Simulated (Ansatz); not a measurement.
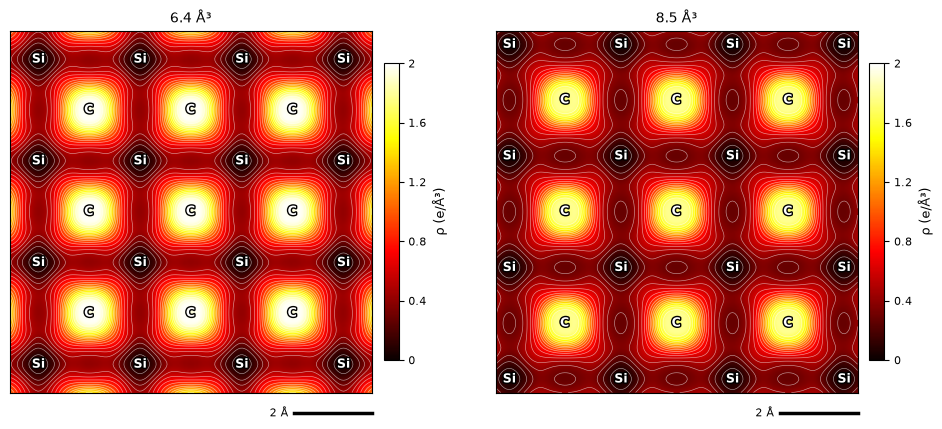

SiC. The valence electron density of cells scaled evenly to different volumes (given per atom above each panel), on the (101) plane of each (indices in the axes of the cell below), at one length scale and on one colour scale.

A generated structure, not necessarily the stable one.

All numbers below come from DFT PBE0, scalar-relativistic, plane waves, PAW in Ansatz 0.2.0.

Core electrons are frozen (PAW), and the valence fields are smoothed inside the atomic spheres.

The largest cell:

```
Si C
1.0
     0.00000    2.04000    2.04000
     2.04000    0.00000    2.04000
     2.04000    2.04000    0.00000
Si C
1 1
Direct
  0.00000 0.00000 0.00000
  0.50000 0.50000 0.50000
```

| volume (Å³/atom) | Si–C contact in the plane (Å) | ρ at its midpoint (e/Å³) | pressure (GPa) | 
| --- | --- | --- | --- |
| 6.43 | 1.859 | 0.865 | 105.0 | 
| 7.42 | 1.950 | ? | ? | 
| 8.49 | 2.040 | 0.650 | −15.0 | 

> What values belong in the row with question marks?

Over the known rows ln ρ falls by 1.58 per Å of Si–C distance (the line through the two), which gives 0.749 e/Å³ at 1.950 Å; the calculation gives 0.749 e/Å³. For the pressure, a straight line in volume between the neighbouring rows gives 47.3 GPa; the calculation gives 28.2, lower because pressure rises ever faster on compression.
